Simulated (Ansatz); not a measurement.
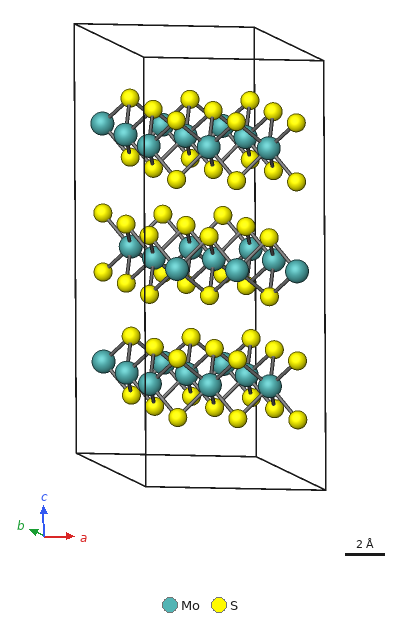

Fig. 1: The input geometry (ball-and-stick view of the 3 × 3 repeat of the cell, with the vacuum cut short, seen slightly off an axis). An atom can appear more than once, as a periodic image. Near neighbours in the periodic cell (some may lie outside the picture): Mo has 6 S at 2.37 to 2.41 Å; S has 3 Mo at 2.37 to 2.41 Å.

## MoS2: single-point calculation

System: MoS2 (9 atoms in the cell).
Method: DFT PBEsol, scalar-relativistic, plane waves, PAW, no spin polarisation (Ansatz 0.2.0).

The structure derives from a Materials Project entry. It belongs to a series of runs on one base structure; here: strain +0.0150 x Voigt [0, 0, 0, 1, 0, 0], atoms carried along.

## Input file
```yaml
crystal:
  lattice:
    - [3.1407285108, 0.0, 0.0]
    - [-1.5703642554, 2.7199506767, 0.0203996301]
    - [0.0, 0.2101042987, 28.0139064959]
  atoms:
    - { symbol: Mo, position: [0.6666666667, 0.3333333333, 0.0] }
    - { symbol: Mo, position: [0.3333333333, 0.6666666667, 0.775531177] }
    - { symbol: Mo, position: [0.3333333333, 0.6666666667, 0.224468823] }
    - { symbol: S, position: [0.3333333333, 0.6666666667, 0.0556609006] }
    - { symbol: S, position: [0.6666666667, 0.3333333333, 0.8311968859] }
    - { symbol: S, position: [0.6666666667, 0.3333333333, 0.2800842459] }
    - { symbol: S, position: [0.3333333333, 0.6666666667, 0.9443390994] }
    - { symbol: S, position: [0.6666666667, 0.3333333333, 0.7199157541] }
    - { symbol: S, position: [0.6666666667, 0.3333333333, 0.1688031141] }
basis:
  ecutwfc: 420
kpoints:
  mp_grid: { grid: [12, 12, 1] }
hamiltonian:
  xc: pbesol
scf:
  occupations: { method: gaussian, width: 0.05 }
output:
  forces: true
  stress: true
  eigenvalues: true
  write_density: true
  write_potential: true
  elf: true
  volumetric_format: npy
```

Command:
```bash
ansatz run input.yaml --threads 2 --pin off --max-ram 5120MiB --backend cpu --events-out ev --progress --plain --runs-dir out
```

## Log
```
Engine: ansatz 0.2.0, x86_64-unknown-linux-gnu
Pseudopotentials: kind: paw
Pseudopotential: Mo, paw, valence charge 14, recommended cutoff 420 eV (normal), Mo.paw.azcp
Pseudopotential: S, paw, valence charge 6, recommended cutoff 420 eV (normal), S.paw.azcp
Functional definition: PBEsol
  exchange = pbesol_x
  correlation = pbesol_c
Crystal: 9 atoms, lattice volume = 239.299 Å³
Basis set: ecut = 420 eV, 4623 PW (Γ), exchange–correlation on 48×48×384 points (8 copies of the dense FFT grid, shifted against one another)
Bands: 48, of which v1, the nominal top of the filled ones, is band 39 counted from 1 (38 counted from 0)
Symmetry: 2 space group operations
Space group: Cm (ITA 8), of the structure as read, at distance tolerance 6.2e-5 Å
k-points: 43 of 144 (time reversal used)
Non-local potential: Mo, projectors of the file, l = 0: 3, l = 1: 2, l = 2: 2, l = 3: 1
Non-local potential: S, projectors of the file, l = 0: 2, l = 1: 2, l = 2: 2
PAW form: soft (Blöchl's): semilocal exchange-correlation on the pseudo side does not see the compensation charge
PAW frozen core: Mo, regenerated for the run's functional, and the local potential with it (the file was generated under x = pbe(κ = 0.804, μ = 0.2195149727645171), c = pbe(β = 0.06672455060314922))
PAW frozen core: S, regenerated for the run's functional, and the local potential with it (the file was generated under x = pbe(κ = 0.804, μ = 0.2195149727645171), c = pbe(β = 0.06672455060314922))
PAW one-centre angular grid: Mo, 590 points (default); XC on 64 Gauss nodes
PAW one-centre angular grid: S, 110 points (default); XC on 64 Gauss nodes
Initial density: superposition of atomic densities (neutral atoms: chi_scale 0, normalization atom), corrected by the library's trained network
Initial wavefunctions: pseudopotential atomic-orbital guess
Functional: x = pbesol(κ = 0.804, μ = 0.12345679012345678), c = pbesol(β = 0.046)
SCF iter   1: F=—  HF=-20010.468027 eV  |F-HF|=—  |Δ(HF+E_count)|=         —  Δρ=5.91e-3  dr2=1.46e-1  ethr=1.77e-3  ⟨swp⟩=9.5  Hψ=10202  notcnv=0
preconditioner: auto → Resta (q_TF=auto, 2.263 Å⁻¹)  ε∞=6.1  [insulator: Δε(μ)=1.151 eV  Ē_g=7.824 eV  σ=0.050 eV  W_gap=1.00  n_scr=20 (ndim 8)  ℏωp=17.6 eV  f_vac=0.331  D(μ)=0.00/eV (n_scr^D=0)  ε∞_Penn≈6.1  vacuum switching on, ρ_ref=4.4e-3 e/Å³]
SCF iter   2: F=—  HF=-20010.464347 eV  |F-HF|=—  |Δ(HF+E_count)|=   3.68e-3  Δρ=3.20e-3  dr2=2.07e-2  ethr=1.88e-4  ⟨swp⟩=2.5  Hψ=3225  notcnv=0  defer=115
SCF iter   3: F=—  HF=-20010.465574 eV  |F-HF|=—  |Δ(HF+E_count)|=   1.23e-3  Δρ=1.74e-3  dr2=4.04e-3  ethr=2.66e-5  ⟨swp⟩=2.1  Hψ=2862  notcnv=0  defer=115
SCF iter   4: F=—  HF=-20010.467153 eV  |F-HF|=—  |Δ(HF+E_count)|=   1.58e-3  Δρ=6.93e-4  dr2=1.53e-3  ethr=5.18e-6  ⟨swp⟩=2.3  Hψ=3145  notcnv=0  defer=115
SCF iter   5: F=—  HF=-20010.467271 eV  |F-HF|=—  |Δ(HF+E_count)|=   1.18e-4  Δρ=1.70e-4  dr2=7.94e-5  ethr=1.96e-6  ⟨swp⟩=2.3  Hψ=2901  notcnv=0  defer=115
SCF iter   6: F=—  HF=-20010.467263 eV  |F-HF|=—  |Δ(HF+E_count)|=   8.38e-6  Δρ=3.64e-5  dr2=8.07e-6  ethr=1.02e-7  ⟨swp⟩=2.0  Hψ=3108  notcnv=0  defer=115
SCF iter   7: F=—  HF=-20010.467265 eV  |F-HF|=—  |Δ(HF+E_count)|=   2.23e-6  Δρ=1.21e-5  dr2=1.50e-6  ethr=1.03e-8  ⟨swp⟩=2.0  Hψ=3014  notcnv=0  defer=115
SCF iter   8: F=—  HF=-20010.467265 eV  |F-HF|=—  |Δ(HF+E_count)|=   3.55e-7  Δρ=1.06e-5  dr2=6.83e-7  ethr=1.93e-9  ⟨swp⟩=2.0  Hψ=2954  notcnv=0  defer=115
SCF iter   9: F=—  HF=-20010.467265 eV  |F-HF|=—  |Δ(HF+E_count)|=   6.95e-8  Δρ=4.74e-6  dr2=1.24e-7  ethr=8.76e-10  ⟨swp⟩=2.0  Hψ=2839  notcnv=0  defer=115
SCF iter  10: F=-20010.467265 eV  HF=-20010.467265 eV  |F-HF|=2.21e-9  |Δ(HF+E_count)|=   1.21e-9  Δρ=9.90e-7  dr2=7.67e-9  ethr=1.28e-10  ⟨swp⟩=16.4  Hψ=16845  notcnv=0
SCF 1 converged in 10 iterations: F = -20010.467265 eV  dr2 = 7.67e-9
  greatest PAW one-centre occupation: 0.999 electrons in one spin orbital (limit 2), on the Mo atom at site 0 (counted from 0), in its partial waves of l = 0
```

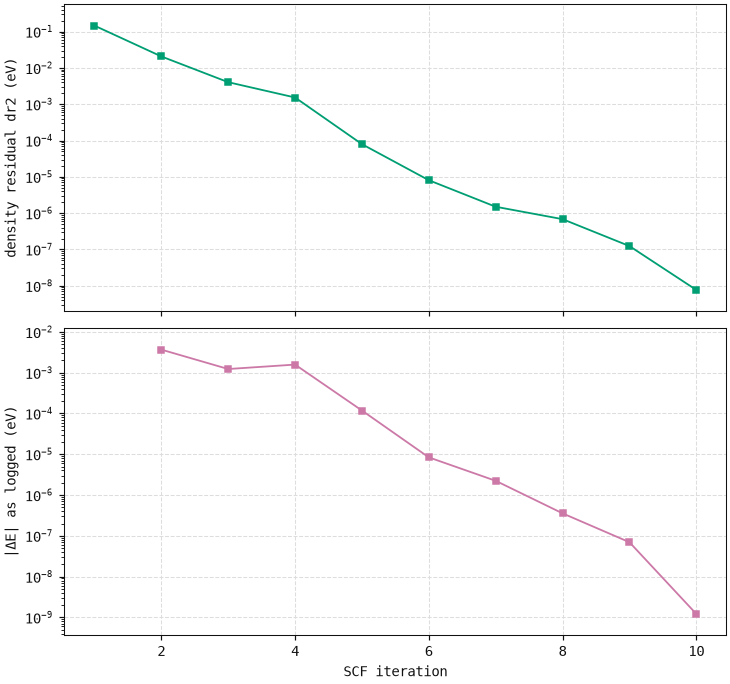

Fig. 2: Convergence of the self-consistent field: density residual dr2 and size of the energy change against the SCF iteration. The residual falls at every step.

```
WARN: The output density's exchange-correlation potential varies sharply where the density is thin. Do not read a vacuum level from v_tot or v_xc, or from such a field of the output density. On a cell that repeats whose density bears no net charge and no dipole along the vacuum's axis use v_es (v_loc + v_h of the components); under efield.dipole_correction with no amplitude use v_es + v_field, which holds any external_charges[].barrier, or the levels of the report's work_function block, which leave it out; under a non-zero efield.amplitude the vacuum is tilted and has no level; on a cell that repeats and bears such a dipole with no correction it is tilted too, and efield.dipole_correction with no amplitude gives each side of its ramp a level where efield: is served; in a cell that repeats whose density bears a net charge (total_charge, or a fill off its count) it is curved and has none; of a slab under crystal.periodic whose density bears no net charge use v_es, which has a level on each side, short of where the two are joined; of another it falls or rises all the way out and has none; of a slab beside external_charges read slab_vacuum_level instead, which it has where they leave it neutral. The grid or the basis barely resolves most such structure, and the values can differ between equally converged runs; as a rule a tighter scf.convergence.dr2_threshold does not remove it. Where the density itself ripples (under the LDA too) a higher basis.ecutwfc lessens it. The files hold the spikes' plane waves up to the density's cutoff. Files: v_tot_of_output_density and the like, and their columns of v_z.tsv (output.write_potential); v_xc_of_output_density and the like, and their columns of v_comp_z.tsv (output.write_potential_components). Measured: with its Gaussian average of σ = 0.25 Å subtracted twice, the exchange-correlation potential is over 0.1 eV at 295 of the grid points where the equally averaged density (valence and model cores) is under 1e-3 e/Å³, and 0.280 eV at the most among them, at an averaged density of 6.7e-8 e/Å³. See output.write_potential in the manual, Limitations
SCF converged after 10 iterations
Free energy (F): -20010.467265 eV
Harris-Foulkes:  -20010.467265 eV  (|F-HF|=2.21e-9)
Internal energy: -20010.467265 eV  (E = F + TS)
E sigma→0 (E₀):  -20010.467265 eV
Fermi energy:    5.916582 eV
--- Per-component energies (eV) ---
  E_band       = -888.251634
  E_kinetic    = 1970.092121
  E_local      = -42718.799887  (includes V_loc(G=0)·N_el)
  E_nonlocal   = 604.281309
  E_hartree    = 20467.284558
  E_xc         = -1127.373416
  E_vxc        = -1214.138921  (∫ρ·V_xc dr)
  E_paw        = -12935.763895  (= ΣΔE_a)
  E_vpaw       = -464.236962  (= ΣTr[D̂ρ^β])
  E_aug_tail   = 0.000094  (compensation charges beyond the density's cutoff)
  E_ewald      = 13728.812256
  E_core_change = 0.999594  (= ΣΔE_core)
  E_smearing   = -0.000000  (= −TS)
  E_closure    = -0.000000  (closes the sum)
  Σ components = -20010.467265   (vs F -20010.467265, Δ=0.00e0)
--- Forces (eV/Å), atoms counted from 1 ---
  atom   1  Mo     0.00000000     0.00827411    -0.00013897
  atom   2  Mo    -0.00000000    -0.00777077    -0.00021286
  atom   3  Mo    -0.00000000    -0.00885505     0.00048355
  atom   4  S     -0.00000000    -0.22365280     0.00733253
  atom   5  S     -0.00000000    -0.21520434     0.00890044
  atom   6  S     -0.00000000    -0.22058546     0.00903197
  atom   7  S      0.00000000     0.21490011    -0.00717569
  atom   8  S      0.00000000     0.22890700    -0.00916889
  atom   9  S      0.00000000     0.22398718    -0.00905616
  max |Σ_I F_I| component: 4.07e-6 eV/Å
--- Stress (GPa, compression-positive) ---
        0.043927       0.000000      -0.000000
        0.000000       0.061293      -1.432671
       -0.000000      -1.432671       0.046298
  P = ⅓ Tr σ = 0.0505 GPa (0.505 kbar)
--- Band table (eV; the first three rows and the last of 43) ---
  k-point 0: bands = ["-55.8693", "-55.8678", "-55.8678", "-30.0767", "-30.0753", "-30.0753", "-29.8112", "-29.8111", "-29.8096", "-29.8096", "-29.8094", "-29.8094", "-9.4829", "-9.4073", "-9.3346", "-8.1664", "-8.0337", "-7.9194", "-1.2853", "-0.9829", "-0.6658", "2.1780", "2.2096", "2.2104", "2.2141", "2.2145", "2.2165", "2.3276", "2.9245", "3.3587", "3.3606", "3.3705", "3.3731", "3.3826", "3.3833", "3.6670", "4.4971", "4.9995", "5.3238", "7.6950", "7.6969", "7.7171", "7.7190", "7.7229", "7.7248", "7.9592", "7.9610", "8.0089"]
  k-point 1: bands = ["-55.8663", "-55.8647", "-55.8647", "-30.0708", "-30.0694", "-30.0694", "-29.8411", "-29.8395", "-29.8395", "-29.8178", "-29.8162", "-29.8162", "-9.3729", "-9.2978", "-9.2253", "-8.1175", "-7.9885", "-7.8781", "-1.1621", "-0.8621", "-0.5448", "1.9393", "1.9699", "1.9745", "2.0683", "2.3232", "2.3284", "2.3322", "2.4976", "2.8147", "3.1869", "3.2008", "3.2122", "3.4961", "3.6310", "4.0024", "4.4954", "4.9331", "5.1805", "7.5586", "7.5662", "7.5867", "7.6983", "7.7303", "7.7788", "7.7812", "7.8395", "7.8812"]
  k-point 2: bands = ["-55.8580", "-55.8564", "-55.8564", "-30.0547", "-30.0533", "-30.0533", "-29.9221", "-29.9204", "-29.9204", "-29.8362", "-29.8346", "-29.8346", "-9.0591", "-8.9858", "-8.9147", "-7.9779", "-7.8602", "-7.7610", "-0.8466", "-0.5608", "-0.2518", "1.3942", "1.4120", "1.4421", "1.5513", "1.8599", "2.0779", "2.6297", "2.6397", "2.6483", "2.7874", "2.8041", "2.8178", "3.5153", "3.7139", "4.0509", "4.3807", "4.6106", "4.7117", "7.0698", "7.2115", "7.3964", "7.4751", "7.5149", "7.5791", "7.6176", "7.6372", "7.7138"]
  k-point 42: bands = ["-55.8239", "-55.8224", "-55.8224", "-30.1643", "-30.1627", "-30.1627", "-29.9954", "-29.9938", "-29.9938", "-29.9862", "-29.9848", "-29.9848", "-7.4515", "-7.4137", "-7.3745", "-7.2479", "-7.2038", "-7.1743", "-0.5337", "-0.4556", "-0.3861", "-0.2800", "-0.2399", "-0.2098", "1.0780", "1.1024", "1.1985", "1.3574", "1.5681", "1.7075", "1.7823", "1.8675", "1.9382", "3.0899", "3.1832", "3.2863", "4.2846", "4.3177", "4.3442", "6.8795", "7.0764", "7.2719", "7.6506", "7.7399", "7.8326", "7.8734", "8.0709", "8.2608"]
```

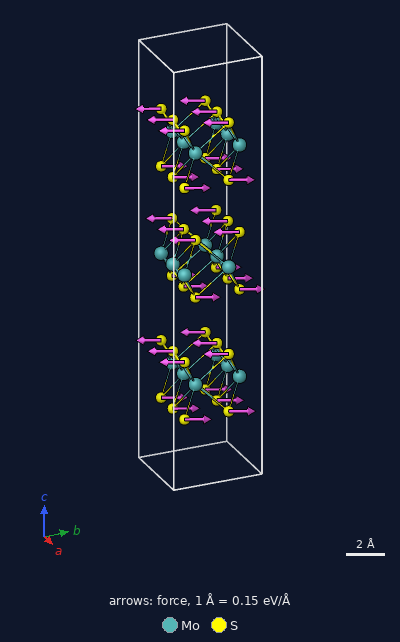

Fig. 3: Forces on the atoms as pink arrows (ball-and-stick view of the 3 × 2 repeat of the cell, with the vacuum cut short, seen slightly off an axis); the smallest are left out. The largest act on S8 (0.23 eV/Å); S4, S6, S9 (0.22 eV/Å); S5, S7 (0.22 eV/Å). Atoms are counted from 1 in the order of the input and aren't labelled in the picture. The geometry is not a stationary point of this energy.

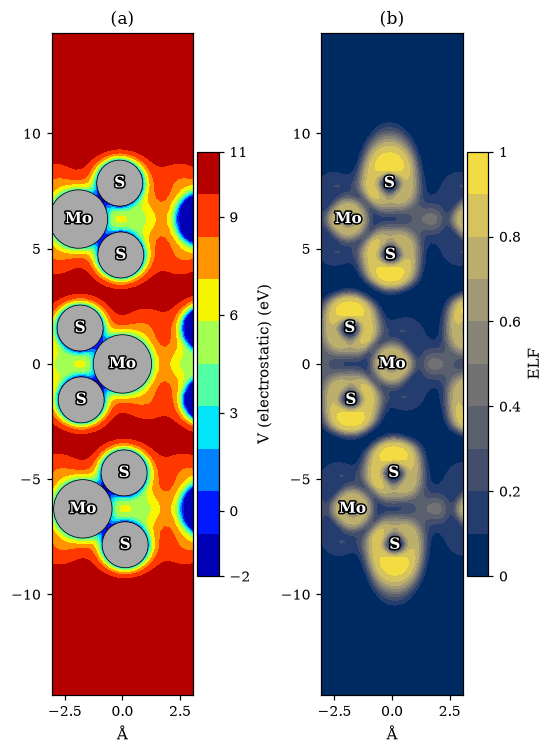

Fig. 4: (a) electrostatic potential energy of an electron; (b) electron localisation function on the (010) plane of the conventional cell. Grey discs, where drawn, cover atomic cores. Mo–S (2.37 Å): the ELF is about 0.45 at the midpoint. The strong features right at Mo lie inside the PAW spheres (semicore, d or f shells) and say nothing about bonding. Outside the cores the potential energy rises away from the atoms and is highest about 3.3 Å from the nearest atoms; outside the discs it spans about 12 eV, and its zero is arbitrary. The fields are those of the smooth PAW valence density.

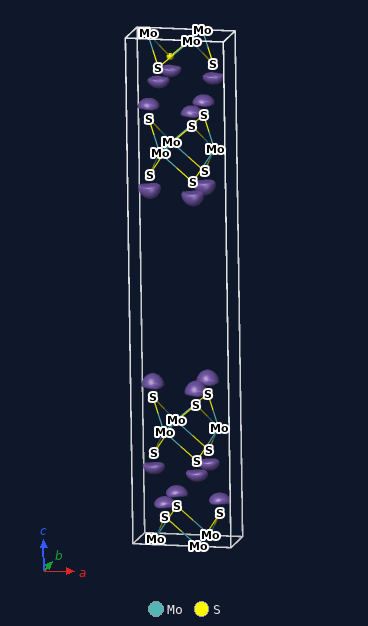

Fig. 5: Isosurface of the electron localisation function at 0.9 (purple), seen at an oblique angle. Core shells and regions of very low density are left out. Sticks mark near contacts. The outline is the cell set on symmetry axes. Values along the shortest contacts: Mo–S (2.37 Å): the ELF is about 0.45 at the midpoint.

## Summary

| quantity | value |
| --- | --- |
| outcome | converged |
| space group (tolerance 0.01 Å) | Cm (8) |
| electrons treated | 78 |
| free energy | −20010.4673 eV |
| Fermi energy | 5.917 eV |
| gap on the k-point mesh | 1.19 eV |
| pressure | 0.05 GPa |
| largest force (length of the vector) | 0.229 eV/Å |
| hardware | 2 threads of Intel Xeon @ 2.50GHz (Skylake/Cascade Lake), 189 GiB of memory available, shared host |
| wall time | 52 s (CPU time 1.7 min) |
| peak memory | 0.7 GiB |

## Notes

Warnings of the run: the exchange-correlation potential is rough where the density is thin.
